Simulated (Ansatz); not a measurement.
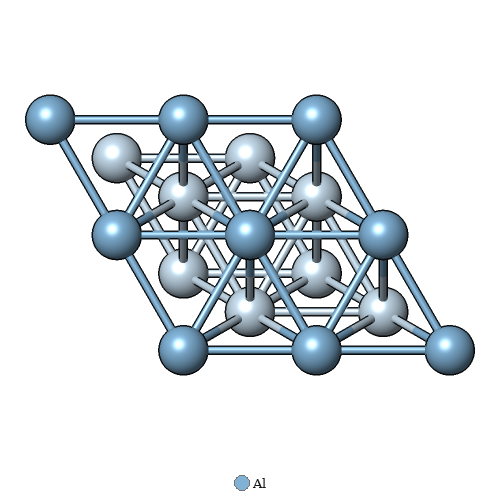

The system is H on an Al(001) slab cut from the P6_3/mmc phase, its upper half relaxed before the scan (36 atoms of substrate and one adsorbate in a 2 × 2 cell); the picture shows it without the atoms that are moved over the map. H is moved over the surface cell at a fixed height above a rigid substrate; the origin of the map has the adsorbate above Al33; the height is held at 2.50 Å. Places are given modulo a cell vector. The map is drawn in real space over the plane of the surface. The grid has 6 × 6 points; 10 points were computed and 26 follow by symmetry. Places are given in fractions of the 1 × 1 surface cell. All energies are given in meV relative to the lowest grid point. The runs have no spin polarisation, so an open-shell adsorbate far from the surface lies too high. At a fixed height the lowest place need not be the adsorption site. Level of theory: DFT PBE+D3(BJ), scalar-relativistic, plane waves, PAW (Ansatz). Settings: cutoff 420 eV, k-mesh 6×6×1, gaussian smearing 0.1 eV, no spin polarisation.

Range: position of H37 along the first surface vector from 0.000 to 0.833; position of H37 along the second surface vector from 0.000 to 0.833.

Q: What landscape does the calculation give?

A: The lowest grid point is at the top site over a surface Al atom, (0/6, 0/6) of the cell vectors. No other kind of well shows on this grid. The highest grid point, a threefold hollow over a second-layer Al atom, (4/6, 2/6) of the cell vectors, lies 235 meV above the lowest. On the interpolated surface the easiest way out of the lowest well to its copy in the next cell or period passes a barrier of about 200 meV. At the lowest point the adsorbate has 1 Al at 2.50 Å as nearest neighbours, at the highest 3 Al at 2.98 Å.

| second ↓, first → | 0/6 | 1/6 | 2/6 | 3/6 | 4/6 | 5/6 |
| --- | --- | --- | --- | --- | --- | --- |
| 5/6 | 49 | 123 | 200 | 200 | 123 | 49 |
| 4/6 | 150 | 200 | 226 | 200 | 150 | 125 |
| 3/6 | 203 | 200 | 200 | 203 | 206 | 206 |
| 2/6 | 150 | 123 | 150 | 206 | 235 | 206 |
| 1/6 | 49 | 49 | 125 | 206 | 206 | 125 |
| 0/6 | 0 | 49 | 150 | 203 | 150 | 49 |

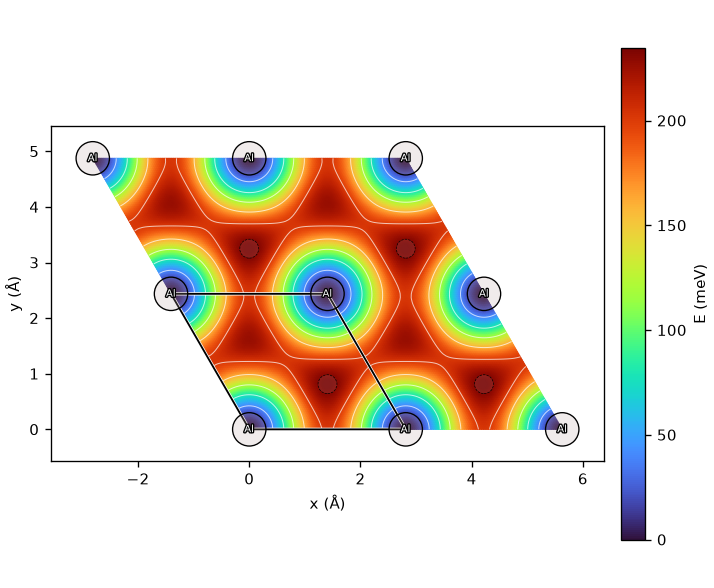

The picture shows a smooth colour map with a few white contour lines, labelled circles for the atoms of the top layer and small ones for the second layer, the outline of one cell of the 2 × 2 shown. Between grid points the surface is interpolated.

Each point was launched as `ansatz run input.yaml --threads 2 --pin off --max-ram 6144MiB --backend cpu --events-out ev --progress --plain --runs-dir out`. Time for the 10 points that were run: 11 min on 2 threads of Intel(R) Xeon(R) Platinum 8259CL CPU @ 2.50GHz (Skylake/Cascade Lake), with other jobs on the host.

PAW datasets: the set soft_1.
